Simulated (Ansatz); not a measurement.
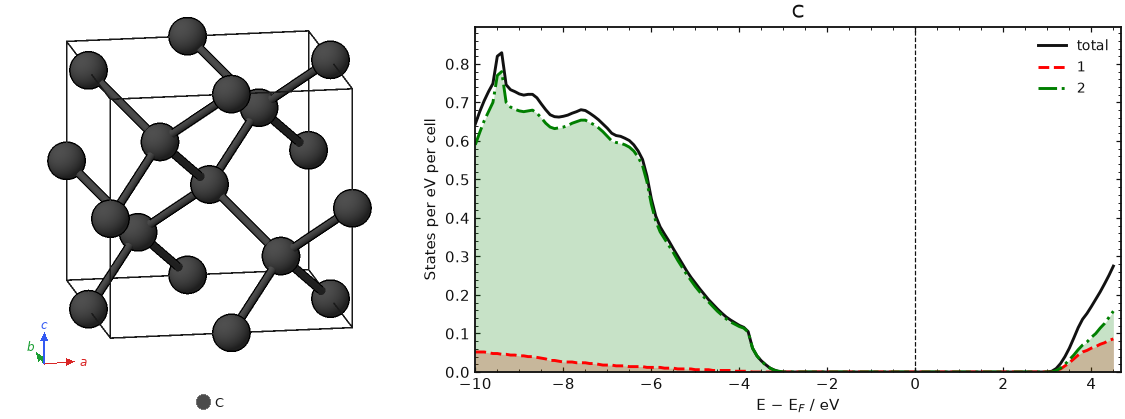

Density of states, beside the structure. Energies are counted from the Fermi level. The partial curves are projected on Löwdin-orthogonalised atomic shells.

System: C, space group Fd-3m (No. 227), 2 atoms in the cell.

Computed with Ansatz: DFT PBE0, scalar-relativistic, plane waves, PAW, no spin polarisation, 8×8×8 k mesh, Gaussian smearing of 0.02 eV.

The numbered curves are projections. Which is which? The candidates: C 2p, C 2s.

1 is C 2s; 2 is C 2p.

Is there a gap at the Fermi level, and how wide?

There is a gap; over the k points computed it is 6.03 eV.

The cell is at −10 GPa in this functional.
